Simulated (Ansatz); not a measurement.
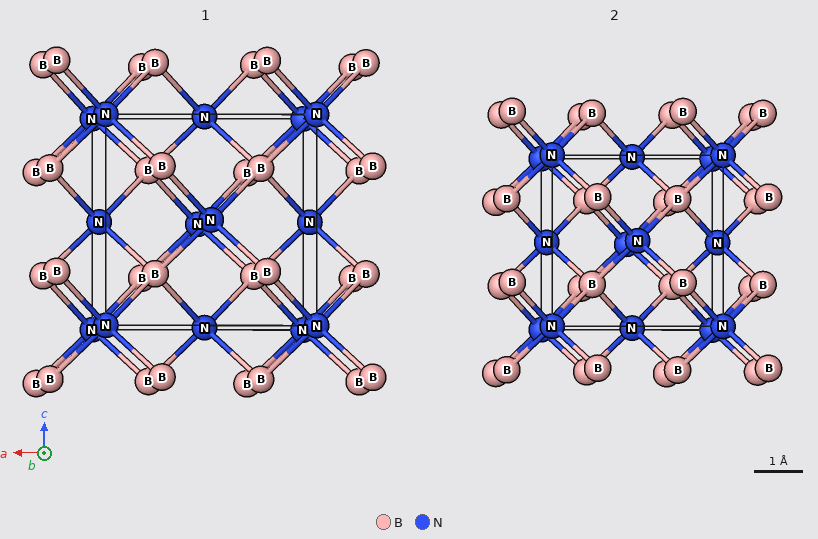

Two geometries of a crystal of BN (a generated structure, set up in F-43m) (coarse preliminary run), drawn at one scale. One is the start of a relaxation, the other its converged end. The picture is a ball-and-stick view of the conventional cell (4 times the calculation's cell), seen from a free direction. Lengths and directions refer to the drawn axes.

The calculation used Ansatz 0.2.0, DFT PBE, scalar-relativistic, plane waves, PAW. (plane-wave cutoff 420 eV; k-point mesh 8 × 8 × 8; occupations gaussian; smearing width 0.1 eV; no spin polarisation; cell and atoms relaxed; force threshold 0.05 eV/Å; at most 60 steps)

**Which geometry has the lower energy?**

Structure 2 is the relaxed one. Case: Al → B, Sb → N on all its sites, cell and atoms relaxed. The atoms keep their places relative to the cell (all moves are under 0.005 Å). Cell: a = b = c 4.471 → 3.625 Å (−18.9 %). Volume −46.7 %. Near-neighbour distances that change, for instance: B–N 1.936 → 1.570 Å. The space group stays F-43m (No. 216). The energy falls by 1871 meV per atom in 6 accepted moves (8 points after the start). All forces vanish by symmetry, so only the cell relaxes. Pressure: −67.59 GPa at the start and 0.00 GPa at the end. The SCF was repeated twice at an unchanged geometry on a basis and grid sized afresh for the cell, which shifted the energy by 3.6 meV per atom at most.
